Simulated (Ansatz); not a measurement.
# Fermi surface of HfB$_{2}$ (space group P6/mmm, No. 191)

```xyz
3
Lattice="3.1400 0.0000 0.0000 -1.5700 2.7193 0.0000 0.0000 0.0000 3.4800" Properties=species:S:1:pos:R:3 pbc="T T T"
Hf    0.0000    0.0000    0.0000
B     0.0000    1.8129    1.7400
B     1.5700    0.9064    1.7400
```

Level of theory: DFT PBE, scalar-relativistic, plane waves, PAW; levels and slopes on a dense k mesh at the converged density in Ansatz 0.2.0. No spin polarisation. The levels come from a k mesh of 30×30×24 points. The geometry was not relaxed.

Part 1: The sheets

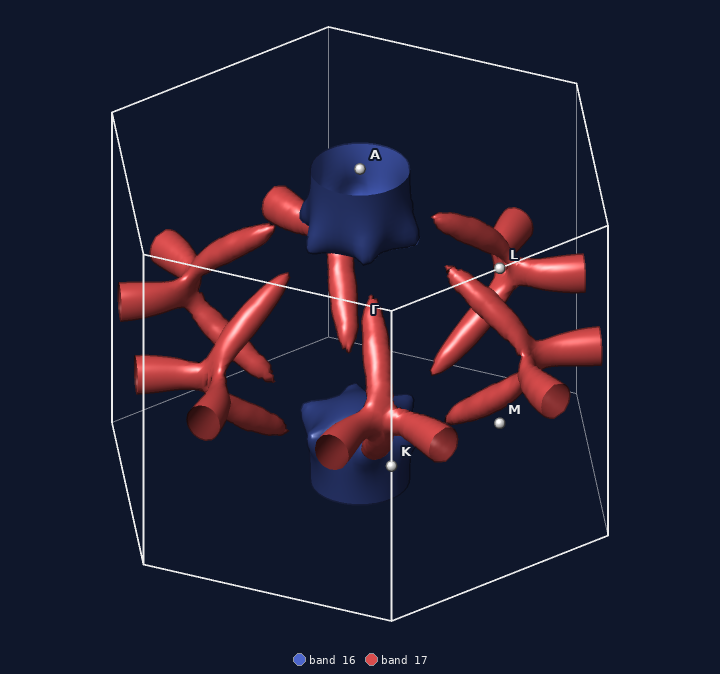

Computed Fermi surface of this crystal. Each colour is one band. The brighter face of a sheet looks towards empty states.

> Describe the Fermi surface sheet by sheet.

Two bands cross the Fermi level; this is a three-dimensional metal.

Band 16: one hole pocket centred at A (2.1 % of the zone).
Band 17: two electron pockets in a ring or shell around K (each 1.1 % of the zone).
A pocket cut by a face of the zone is counted once with the part on the opposite face.

> How large are the density of states and the plasma frequency?

The density of states at the Fermi level is 0.27 states/eV per primitive cell. The intraband plasma frequencies along the cartesian axes x, y and z of the cell as given are 4.4, 4.4 and 4.2 eV.

Part 2: Cuts and bands

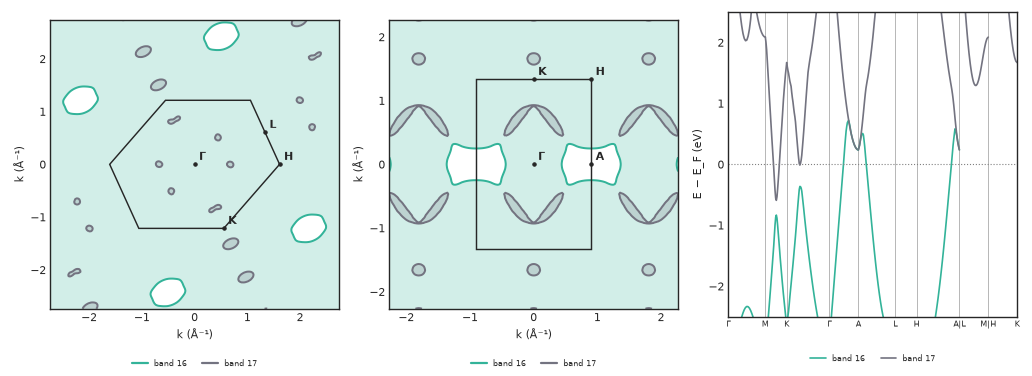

This crystal: cuts through the Fermi surface in the plane through Γ, H and L and the plane through Γ, A and K, filled states shaded, and the bands that cross the Fermi level.

> For each band, read its level at the labelled points (eV from the Fermi level).

```tsv
band	Γ	A	K	H	M	L
band 16	below	+0.24	below	below	below	below
band 17	above	+0.24	+1.67	above	+2.09	above
```

Negative values are filled states; "above" and "below" lie outside the plotted window.

Part 3: Speeds

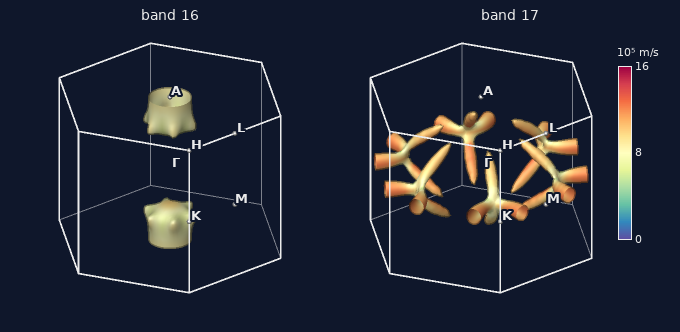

Fermi surface of this crystal, coloured by the Fermi speed.

> Give the range and mean of the Fermi speed for each band.

Band 16: 7.0 to 9.5 × 10⁵ m/s over most of the sheet, 8.0 × 10⁵ m/s on average over states. Band 17: 7.2 to 12 × 10⁵ m/s over most of the sheet, 10 × 10⁵ m/s on average over states.

> Which of these bands adds most to the density of states at the Fermi level?

Band 17, with 0.19 of 0.27 states/eV per cell.

Part 4: Weight on the atoms

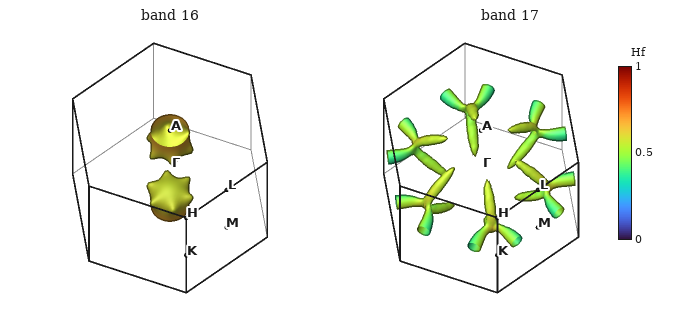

Fermi surface of this crystal, coloured by the weight of the states on Hf (Voronoi cells).

> On which elements do the states at the Fermi level lie?

Band 16: Hf (61 %) and B (39 %). Band 17: Hf (51 %) and B (49 %).

Spin-orbit coupling is left out; with Hf it can split, shift or remove sheets. Necks and pockets thinner than about two mesh steps aren't resolved, so separate pockets may in truth be joined.

Cost: 40 s on 1 thread of Arm Neoverse V1 (shared host), peak memory 0.6 GiB.
